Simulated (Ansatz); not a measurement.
Geometry relaxation, with input and output: Zn24O25 (charge −1) (part 3 of 3)

Zn24O25 (defect cell, 49 atoms in the cell, total charge −1); DFT PBE, scalar-relativistic, plane waves, PAW, spin-polarised (Ansatz 0.2.0); cutoff 420 eV, 2×2×2 k-mesh, Gaussian smearing of 0.01 eV, collinear spins. The structure derives from a Materials Project entry. It belongs to a series of runs on one base structure; here: O interstitial, charge -1, atoms relaxed at the host's cell.

### Output, continued
```
  k-point 1 ↓: bands = ["-10.9100", "-10.7102", "-10.6634", "-10.6234", "-10.5201", "-10.4692", "-10.4413", "-10.3723", "-10.3557", "-10.3417", ... 59 levels left out ..., "1.6032", "1.6149", "1.6255", "1.6393", "1.6495", "1.6642", "1.6798", "1.6878", "1.7092", "1.7206", "1.7257", "1.7483", "1.7631", "1.7784", "1.7871", "1.8092", "1.8360", "1.8572", "1.8885", "1.8990", "1.9085", "1.9227", "1.9427", "1.9555", "1.9978", "2.0310", "2.0712", "2.1728", "2.1864",
      "2.2320", "2.2566", "2.2790", "2.2929", "2.3061", "2.3106", "2.3221", "2.3261", "2.3367", "2.3409", "2.3627", "2.3667", "2.3777", "2.3838", "2.3941", "2.3982", "2.4208", "2.4315", "2.4356", "2.4447", "2.4518", "2.4587", "2.4655", "2.4765", "2.4788", "2.4920", "2.4962", "2.5046", "2.5166", "2.5206", "2.5352", "2.5416", "2.5481", "2.5502", "2.5621", "2.5704", "2.5777", "2.5877", "2.5960", "2.6013",
      "2.6382", "2.6826", "2.6937", "2.7160", "2.7368", "2.7538", "2.7892", "2.8998", "3.0385", "3.0715", "3.0780", "3.1080", "3.1706", "3.1913", "3.2325", "3.3905", "3.4147", "3.4597", "3.5199", "3.5676", "3.5849", "3.6066", "3.6562", "3.6736", "3.7250", "3.7494", "3.8543", "4.0756", "4.1787", "4.2024", "4.2478", "4.3200", "4.4290", "4.5115", "4.5318", "4.5710", "4.6498", "4.6788", "4.7346", "4.8139",
      "4.8470", "4.8960", "4.9456", "5.0126", "5.0816", "5.1202", "5.1991", "5.2622", "5.2831", "5.3039", "5.3511", "5.4261", "5.4559", "5.4900", "5.5480", "5.5839", "5.5967", "5.6689", "5.6846", "5.7166", "5.7439", "5.7826", "5.8020", "5.8413", "5.8641", "5.8896", "5.9445", "6.0024", "6.0351", "6.0672", "6.1236", "6.2068", "6.2406", "6.2633", "6.2714", "6.3285", "6.4104", "6.6107", "6.6632", "7.0557",
      "7.1819", "7.2357", "9.0321", "10.4463", "10.5171", "10.6217", "11.3997", "11.7874", "11.8069", "12.2262", "12.2827", "12.6865", "12.7188", "12.7831", "12.8279", "12.9360", "13.0160", "13.1424", "13.2517", "13.4312", "13.6459", "14.0044", "14.0564", "14.1307", "14.2384", "14.4054", "14.4920", "14.6018", "14.7201", "14.7728", "14.9348", "15.0757", "15.1324", "15.2131", "15.2716", "15.3282", "15.3903", "15.4002", "15.4646", "15.5247",
      "15.5806", "15.6623", "15.6744", "15.7749", "16.1174", "16.2931", "16.4927", "16.6606", "16.8655", "16.9571", "17.0183"]
--- Relaxed structure (5 steps of the walk, 5 accepted, 0 SCFs on fresh bases) ---
  F+E_penalty+E_count = -93839.18825160 eV   max|allowed force component| = 1.005e-2 eV/Å
  atoms:
    - { symbol: Zn, position: [0.3330933689700015, 0.6695461750404428, 0.49097519826331565] }
    - { symbol: Zn, position: [0.6695461750404428, 0.4909751982633157, 0.33309336897000164] }
    - { symbol: Zn, position: [-0.001317554659627962, 0.837129865612283, 0.6583802396014335] }
    - { symbol: Zn, position: [0.16894767770467828, 0.5225551663770304, 0.8246012705078818] }
    - { symbol: Zn, position: [0.5225551663770305, 0.8246012705078819, 0.16894767770467833] }
    - { symbol: Zn, position: [0.16546373577203555, 0.004811166232251196, 0.3225332476053677] }
    - { symbol: Zn, position: [0.49097519826331565, 0.3330933689700015, 0.6695461750404428] }
    - { symbol: Zn, position: [0.8371298656122829, 0.6583802396014335, -0.001317554659627962] }
    - { symbol: Zn, position: [0.8246012705078818, 0.1689476777046781, 0.5225551663770304] }
    - { symbol: Zn, position: [0.3225332476053677, 0.16546373577203555, 0.004811166232251196] }
    - { symbol: Zn, position: [0.6583802396014335, -0.001317554659628073, 0.837129865612283] }
    - { symbol: Zn, position: [0.004811166232251196, 0.3225332476053677, 0.1654637357720356] }
    - { symbol: Zn, position: [0.3284538388100974, 0.5031393280829022, 0.1630567630817443] }
    - { symbol: Zn, position: [0.6590251490147556, 0.33444594594405797, -0.0004891104520653444] }
    - { symbol: Zn, position: [-0.0004891104520653999, 0.6590251490147556, 0.33444594594405785] }
    - { symbol: Zn, position: [0.16305676308174433, 0.32845383881009743, 0.5031393280829022] }
    - { symbol: Zn, position: [0.49757458639019053, 0.6713145137691319, 0.8301290255165461] }
    - { symbol: Zn, position: [0.16554117098598653, 0.849521032818618, 0.004624497007808648] }
    - { symbol: Zn, position: [0.5031393280829021, 0.1630567630817443, 0.3284538388100974] }
    - { symbol: Zn, position: [0.8301290255165462, 0.4975745863901906, 0.6713145137691319] }
    - { symbol: Zn, position: [0.849521032818618, 0.004624497007808648, 0.1655411709859866] }
    - { symbol: Zn, position: [0.3344459459440579, -0.0004891104520654554, 0.6590251490147556] }
    - { symbol: Zn, position: [0.671314513769132, 0.8301290255165461, 0.4975745863901907] }
    - { symbol: Zn, position: [0.004624497007808648, 0.16554117098598656, 0.849521032818618] }
    - { symbol: O, position: [0.4618841801277057, 0.7922177096482076, 0.6192837014684537] }
    - { symbol: O, position: [0.7922177096482075, 0.6192837014684534, 0.4618841801277056] }
    - { symbol: O, position: [0.13055065221046241, 0.9560198116995726, 0.7757994088854541] }
    - { symbol: O, position: [0.29102493809888497, 0.6430130578108684, 0.9608181387642092] }
    - { symbol: O, position: [0.6430130578108684, 0.9608181387642092, 0.29102493809888486] }
    - { symbol: O, position: [0.29601234404076693, 0.12776774404775307, 0.454639023672912] }
    - { symbol: O, position: [0.6192837014684535, 0.46188418012770555, 0.7922177096482075] }
    - { symbol: O, position: [0.9560198116995724, 0.775799408885454, 0.13055065221046247] }
    - { symbol: O, position: [0.9608181387642092, 0.29102493809888486, 0.6430130578108685] }
    - { symbol: O, position: [0.45463902367291203, 0.29601234404076693, 0.12776774404775312] }
    - { symbol: O, position: [0.7757994088854541, 0.13055065221046236, 0.9560198116995726] }
    - { symbol: O, position: [0.12776774404775312, 0.45463902367291203, 0.296012344040767] }
    - { symbol: O, position: [0.4654746236237137, 0.6208812890605105, 0.29060366230864576] }
    - { symbol: O, position: [0.7943806473757, 0.45121037658008756, 0.12580535924285213] }
    - { symbol: O, position: [0.12580535924285213, 0.7943806473757, 0.4512103765800876] }
    - { symbol: O, position: [0.29060366230864576, 0.4654746236237137, 0.6208812890605107] }
    - { symbol: O, position: [0.6316206836991249, 0.7861628646771635, 0.9560204413707116] }
    - { symbol: O, position: [0.32581826289932186, 0.9540061384365434, 0.13782521966200478] }
    - { symbol: O, position: [0.6208812890605103, 0.29060366230864565, 0.4654746236237137] }
    - { symbol: O, position: [0.9560204413707112, 0.6316206836991247, 0.7861628646771635] }
    - { symbol: O, position: [0.954006138436543, 0.13782521966200478, 0.3258182628993218] }
    - { symbol: O, position: [0.4512103765800876, 0.12580535924285213, 0.7943806473757] }
    - { symbol: O, position: [0.7861628646771633, 0.9560204413707114, 0.6316206836991248] }
    - { symbol: O, position: [0.1378252196620049, 0.325818262899322, 0.9540061384365432] }
    - { symbol: O, position: [0.060027867191503645, 0.06002786719150364, 0.060027867191503645] }
--- Löwdin populations: 49 sites ---
  site symbol       q [e]    m [muB]
     0     Zn     10.5876     0.0001
     1     Zn     10.5876     0.0001
     2     Zn     10.5808     0.0019
     3     Zn     10.5753     0.0056
     4     Zn     10.5753     0.0056
     5     Zn     10.5894     0.0007
     6     Zn     10.5876     0.0001
     7     Zn     10.5808     0.0019
     8     Zn     10.5753     0.0056
     9     Zn     10.5894     0.0007
    10     Zn     10.5808     0.0019
    11     Zn     10.5894     0.0007
    12     Zn     10.5874     0.0002
    13     Zn     10.5846     0.0012
    14     Zn     10.5846     0.0012
    15     Zn     10.5874     0.0002
    16     Zn     10.5860     0.0004
    17     Zn     10.5569     0.0264
    18     Zn     10.5874     0.0002
    19     Zn     10.5860     0.0004
    20     Zn     10.5569     0.0264
    21     Zn     10.5846     0.0012
    22     Zn     10.5860     0.0004
    23     Zn     10.5569     0.0264
    24      O      7.2528     0.0019
    25      O      7.2528     0.0019
    26      O      7.2387     0.0515
    27      O      7.2258     0.0251
    28      O      7.2258     0.0251
    29      O      7.2527     0.0033
    30      O      7.2528     0.0019
    31      O      7.2387     0.0515
    32      O      7.2258     0.0251
    33      O      7.2527     0.0033
    34      O      7.2387     0.0515
    35      O      7.2527     0.0033
    36      O      7.2525     0.0025
    37      O      7.2490     0.0024
    38      O      7.2490     0.0024
    39      O      7.2525     0.0025
    40      O      7.2561     0.0042
    41      O      7.2077     0.0846
    42      O      7.2525     0.0025
    43      O      7.2561     0.0042
    44      O      7.2077     0.0846
    45      O      7.2490     0.0024
    46      O      7.2561     0.0042
    47      O      7.2077     0.0846
    48      O      7.0456     0.3822
  spilling = 0.009577 (of n_electrons = 439.000000)
```

### Trajectory as extended XYZ (Å, eV, eV/Å), 2 of the 5 frames kept, from step=1 to step=5
```
49
Lattice="-3.2794 5.6801 5.2932 -3.2794 -5.6801 5.2932 6.5588 -0.0000 5.2932" Properties=species:S:1:pos:R:3:forces:R:3 step=1 energy=-93839.07506
Zn   -0.0475   -1.9009    7.9275   -0.0001  -0.0655  -0.0015
Zn   -1.6225    0.9916    7.9275   -0.0567   0.0328  -0.0015
Zn    1.5971   -4.7446    7.9104   -0.0300  -0.0010   0.2141
Zn    3.1838   -1.9807    8.0042    0.1769   0.0521   0.0462
Zn   -3.3072   -1.7669    8.0042   -0.0433  -0.1793   0.0462
Zn    1.5894    0.9351    2.6372   -0.1824  -0.1205  -0.1878
Zn    1.6700    0.9094    7.9275    0.0568   0.0327  -0.0015
Zn   -4.9075    0.9892    7.9104    0.0141   0.0264   0.2141
Zn    0.1234    3.7476    8.0042   -0.1336   0.1271   0.0462
Zn   -1.6046    0.9089    2.6372    0.1955  -0.0977  -0.1878
Zn    3.3104    3.7555    7.9104    0.0158  -0.0255   0.2141
Zn    0.0151   -1.8441    2.6372   -0.0132   0.2182  -0.1878
Zn   -1.6422   -0.9957    5.2927   -0.0628  -0.0563  -0.1097
Zn   -3.2676    1.8122    5.2836    0.0419   0.2172  -0.0629
Zn    0.0643   -3.7359    5.2836   -0.2091  -0.0723  -0.0629
Zn    1.6834   -0.9243    5.2927    0.0802  -0.0263  -0.1097
Zn    1.6124   -0.9934   10.5871    0.0988  -0.0758   0.0076
Zn   -3.2968   -3.8619    5.3643    0.0136  -0.2254  -0.0082
Zn   -0.0412    1.9200    5.2927   -0.0174   0.0826  -0.1097
Zn    0.0541    1.8931   10.5871    0.0162   0.1235   0.0076
Zn   -1.6961    4.7860    5.3643   -0.2020   0.1009  -0.0082
Zn    3.2032    1.9237    5.2836    0.1672  -0.1449  -0.0629
Zn   -1.6665   -0.8997   10.5871   -0.1151  -0.0477   0.0076
Zn    4.9929   -0.9242    5.3643    0.1884   0.1245  -0.0082
O    -0.0562   -1.8712    9.9335   -0.0098   0.0966  -0.0289
O    -1.5924    0.9842    9.9335    0.0886  -0.0398  -0.0289
O     1.4943   -4.6653    9.8659   -0.2455   0.1480  -0.2599
O     3.2559   -2.0025   10.0141   -0.0540   0.2799   0.0279
O    -3.3622   -1.8185   10.0141    0.2694  -0.0931   0.0279
O     1.5854    0.9642    4.6599   -0.0594  -0.0101   0.0805
O     1.6486    0.8869    9.9335   -0.0787  -0.0568  -0.0289
O    -4.7874    1.0385    9.8659    0.2509   0.1387  -0.2599
O     0.1062    3.8210   10.0141   -0.2153  -0.1867   0.0279
O    -1.6277    0.8909    4.6599    0.0385  -0.0464   0.0805
O     3.2931    3.6267    9.8659   -0.0054  -0.2866  -0.2599
O     0.0424   -1.8551    4.6599    0.0210   0.0565   0.0805
O    -1.6574   -0.9046    7.3054    0.0741   0.0612   0.0032
O    -3.2576    1.9311    7.2775    0.0687  -0.0789  -0.0175
O    -0.0436   -3.7867    7.2775    0.0340   0.0989  -0.0175
O     1.6121   -0.9830    7.3054   -0.0900   0.0336   0.0032
O     1.6226   -0.9045   12.5767   -0.0278   0.0459  -0.1027
O    -3.2962   -3.6308    7.4519    0.0063   0.2190   0.2737
O     0.0453    1.8877    7.3054    0.0159  -0.0948   0.0032
O    -0.0280    1.8575   12.5767   -0.0259  -0.0470  -0.1027
O    -1.4963    4.6700    7.4519    0.1865  -0.1150   0.2737
O     3.3012    1.8556    7.2775   -0.1026  -0.0200  -0.0175
O    -1.5947   -0.9530   12.5767    0.0536   0.0011  -0.1027
O     4.7924   -1.0392    7.4519   -0.1929  -0.1041   0.2737
O     0.0000    0.0000    0.7353    0.0000   0.0000   0.3775
49
Lattice="-3.2794 5.6801 5.2932 -3.2794 -5.6801 5.2932 6.5588 -0.0000 5.2932" Properties=species:S:1:pos:R:3:forces:R:3 step=5 energy=-93839.18825
Zn   -0.0678   -1.9111    7.9061    0.0014   0.0012  -0.0008
Zn   -1.6211    1.0143    7.9061    0.0003  -0.0018  -0.0008
Zn    1.5772   -4.7624    7.9091   -0.0001   0.0016   0.0013
Zn    3.1407   -2.0085    8.0251    0.0014   0.0020  -0.0035
Zn   -3.3098   -1.7156    8.0251    0.0010  -0.0022  -0.0035
Zn    1.5570    0.9125    2.6085   -0.0023  -0.0007   0.0015
Zn    1.6890    0.8968    7.9061   -0.0017   0.0006  -0.0008
Zn   -4.9130    1.0153    7.9091    0.0015  -0.0007   0.0013
Zn    0.1691    3.7242    8.0251   -0.0025   0.0002  -0.0035
Zn   -1.5688    0.8922    2.6085    0.0018  -0.0016   0.0015
Zn    3.3358    3.7471    7.9091   -0.0013  -0.0009   0.0013
Zn    0.0118   -1.8047    2.6085    0.0005   0.0024   0.0015
Zn   -1.6577   -0.9922    5.2649    0.0043   0.0031  -0.0004
Zn   -3.2612    1.8436    5.2561    0.0003  -0.0012  -0.0003
Zn    0.0340   -3.7461    5.2561    0.0009   0.0009  -0.0003
Zn    1.6881   -0.9395    5.2649   -0.0048   0.0022  -0.0004
Zn    1.6114   -0.9869   10.5813   -0.0021   0.0017   0.0008
Zn   -3.2985   -3.8851    5.3974    0.0006   0.0003   0.0010
Zn   -0.0305    1.9317    5.2649    0.0005  -0.0053  -0.0004
Zn    0.0489    1.8889   10.5813   -0.0005  -0.0027   0.0008
Zn   -1.7153    4.7991    5.3974    0.0000  -0.0007   0.0010
Zn    3.2272    1.9025    5.2561   -0.0012   0.0003  -0.0003
Zn   -1.6603   -0.9021   10.5813    0.0025   0.0009   0.0008
Zn    5.0138   -0.9140    5.3974   -0.0006   0.0004   0.0010
O    -0.0509   -1.8763    9.9163   -0.0002   0.0001   0.0023
O    -1.5995    0.9823    9.9163    0.0002   0.0001   0.0023
O     1.5250   -4.6887    9.8580    0.0037  -0.0028  -0.0022
O     3.2387   -1.9993   10.0299    0.0016  -0.0025   0.0000
O    -3.3508   -1.8052   10.0299   -0.0029  -0.0001   0.0000
O     1.5921    0.9556    4.6497    0.0003  -0.0001   0.0023
O     1.6504    0.8940    9.9163    0.0000  -0.0002   0.0023
O    -4.8231    1.0237    9.8580   -0.0043  -0.0018  -0.0022
O     0.1121    3.8045   10.0299    0.0014   0.0026   0.0000
O    -1.6237    0.9010    4.6497   -0.0001   0.0003   0.0023
O     3.2980    3.6651    9.8580    0.0006   0.0046  -0.0022
O     0.0315   -1.8567    4.6497   -0.0002  -0.0003   0.0023
O    -1.6566   -0.8827    7.2886   -0.0014  -0.0012   0.0024
O    -3.2597    1.9492    7.2591   -0.0009  -0.0020   0.0019
O    -0.0583   -3.7976    7.2591    0.0022   0.0002   0.0019
O     1.5927   -0.9933    7.2886    0.0017  -0.0006   0.0024
O     1.6209   -0.8778   12.5651   -0.0001  -0.0012  -0.0001
O    -3.2931   -3.5682    7.5039   -0.0011  -0.0064  -0.0095
O     0.0638    1.8760    7.2886   -0.0003   0.0018   0.0024
O    -0.0502    1.8426   12.5651    0.0011   0.0006  -0.0001
O    -1.4436    4.6360    7.5039   -0.0050   0.0042  -0.0095
O     3.3179    1.8483    7.2591   -0.0013   0.0018   0.0019
O    -1.5706   -0.9648   12.5651   -0.0010   0.0007  -0.0001
O     4.7367   -1.0678    7.5039    0.0061   0.0022  -0.0095
O     0.0000    0.0000    0.9532    0.0000   0.0000   0.0101
```

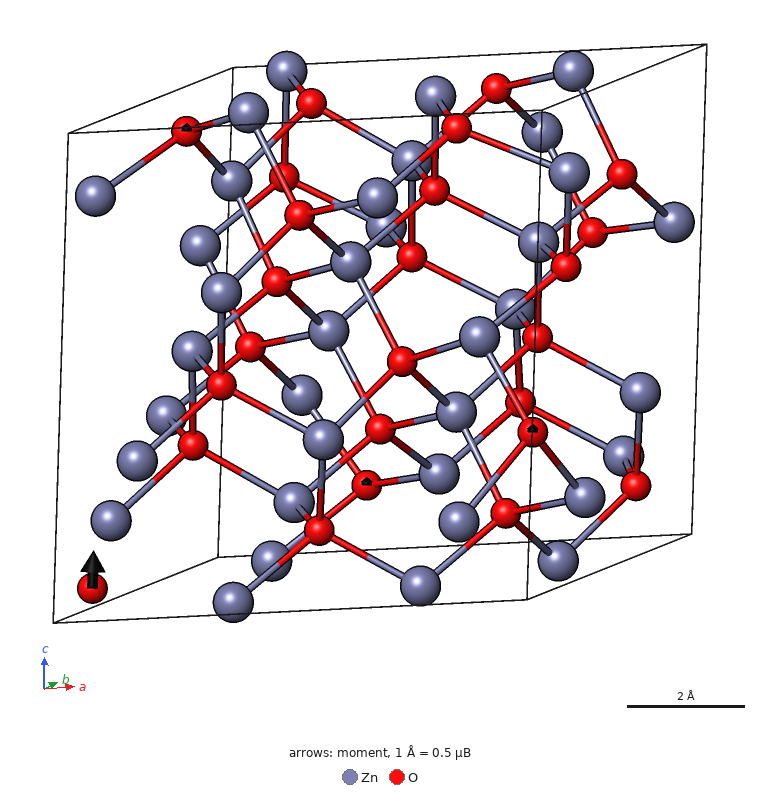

**Figure 1.** Magnetic moments of the sites as black arrows (ball-and-stick view of the cell of the calculation, seen slightly off an axis); small moments hardly show. The run is collinear, so the axis drawn is arbitrary. Site moments: O49 (0.33 μB); O42, O45, O48 (0.07 μB). They are counted near the atoms and needn't add up to the moment of the cell. Atoms are counted from 1 in the order of the input.

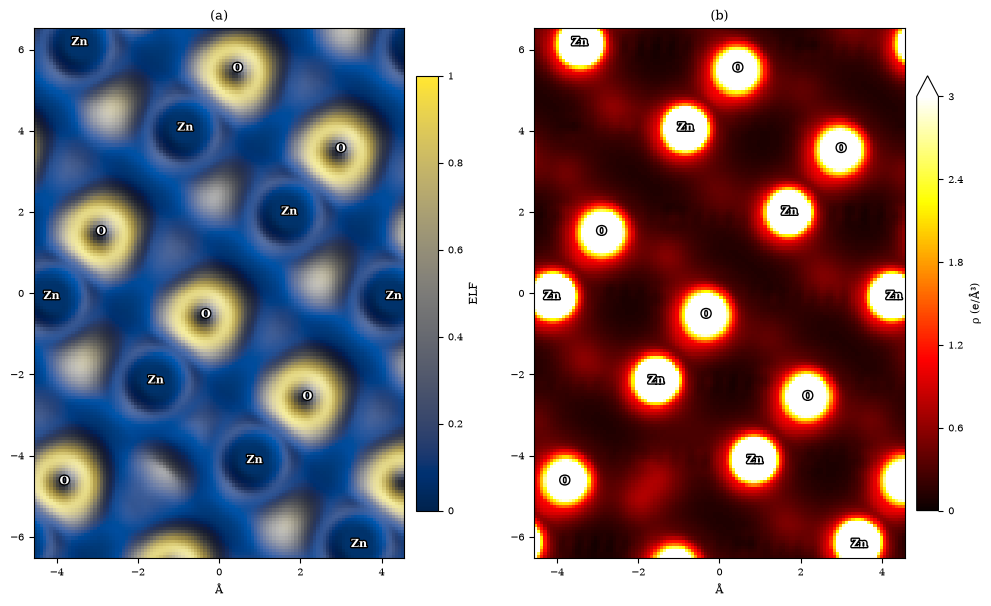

**Figure 2.** (a) electron localisation function; (b) valence pseudo-density on the (101̄) plane of the calculation cell. The plane passes through Zn and O nuclei. Zn–O (1.95 Å): ρ is about 0.63 e/Å³ halfway; the ELF is about 0.25 at the midpoint. Zn–O (1.95 Å): the density is about 0.63 e/Å³ at the midpoint; the ELF is about 0.25 at the midpoint. Zn–O (2.01 Å): ρ at the midpoint is about 0.55 e/Å³; the ELF is about 0.25 at the midpoint. Away from the nuclei the density in this plane falls to 0.02 e/Å³ at its lowest. Core electrons are frozen (PAW), so the fields are smoothed inside the atomic spheres.

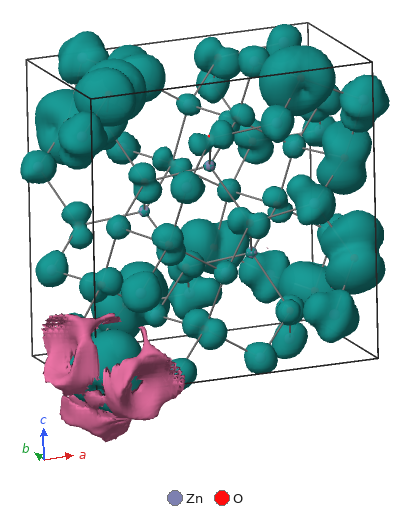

**Figure 3.** Isosurfaces of the spin density at +0.0015 (teal) and −0.0015 e/Å³ (pink), seen slightly off an axis. Sticks mark near contacts. The outline is the calculation cell. The spin density sits on O: +0.3 μB in one cell of 49 atoms: a single local moment. The cell of the calculation (49 atoms) carries 1.0 μB net.
